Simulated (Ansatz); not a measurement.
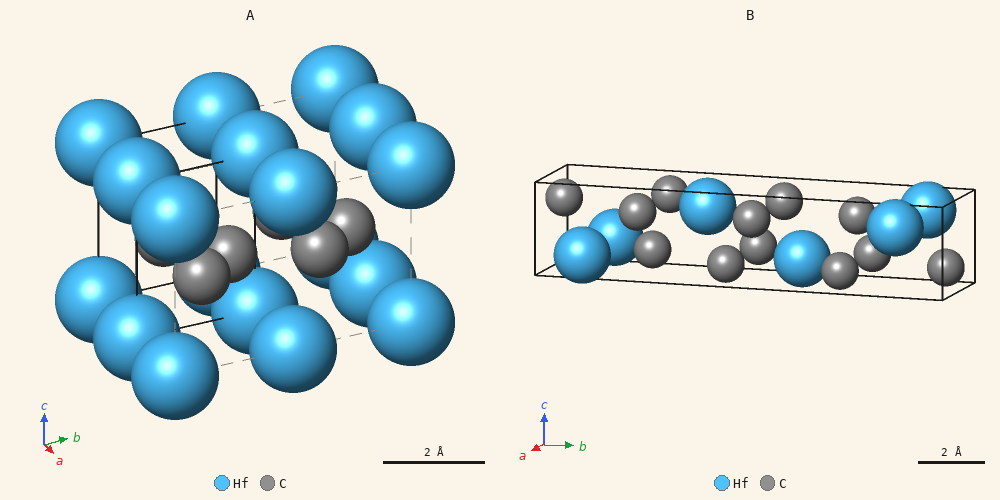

Two structures of HfC2, each relaxed to rest (conventional cells in solid outline, small ones repeated, not to one scale). Method: DFT PBE, scalar-relativistic, plane waves, PAW (Ansatz), without spin polarisation.

Name structures A and B.

Answer. A: AlB₂ type, P6/mmm. B: 12 atoms a cell on a base-centred orthorhombic lattice, Cmcm.

Compare their energies: which is lower?

Answer. B is lower, by 469 meV/atom at this level of theory (energies at zero smearing). Volumes: A 9.7, B 9.9 Å³/atom.

One or both may be structure types tried for this composition rather than known phases.
